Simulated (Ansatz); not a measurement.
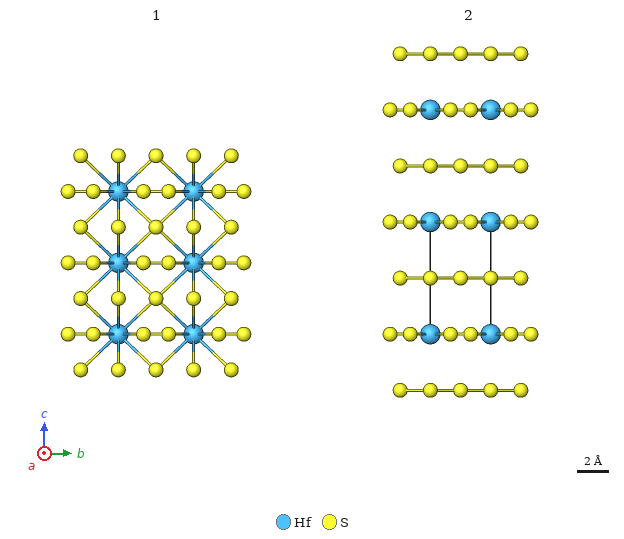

Two geometries of solid HfS$_{5}$ (a generated structure, set up in P6/mmm) (coarse preliminary run), drawn at one scale. One is the start of a relaxation, the other its converged end. The picture is a ball-and-stick view of the cell of the calculation, repeated 1 × 1 × 2 with one cell outlined, seen along the a axis.

All numbers below come from DFT PBE, scalar-relativistic, plane waves, PAW (Ansatz). Set-up: plane-wave cutoff 420 eV; k-point mesh 3 × 3 × 4; occupations gaussian; smearing width 0.1 eV; no spin polarisation; cell and atoms relaxed; force threshold 0.04 eV/Å; at most 70 steps.

Which geometry has the lower energy?

Structure 2 is the relaxed one. Over 15 accepted moves (17 points after the start) the energy falls by 900 meV per atom. All forces vanish by symmetry, so only the cell relaxes. Pressure: −12.49 GPa at the start and 0.11 GPa at the end. At 2 points the geometry stayed and the basis and grid were re-selected for the new cell (energy shift of 40.1 meV per atom at most each time). No atom moves by more than 0.005 Å relative to the cell. The volume changes by +0.9 %, with a = b 5.758 → 4.615 Å (−19.9 %), c 4.726 → 7.428 Å (+57.2 %). Some distances before and after: S–S 2.889 → 3.945 Å, S–S 3.325 → 2.664 Å, Hf–S 3.325 → 2.664 Å, Hf–S 3.725 → 4.372 Å. The space group stays P6/mmm (No. 191).
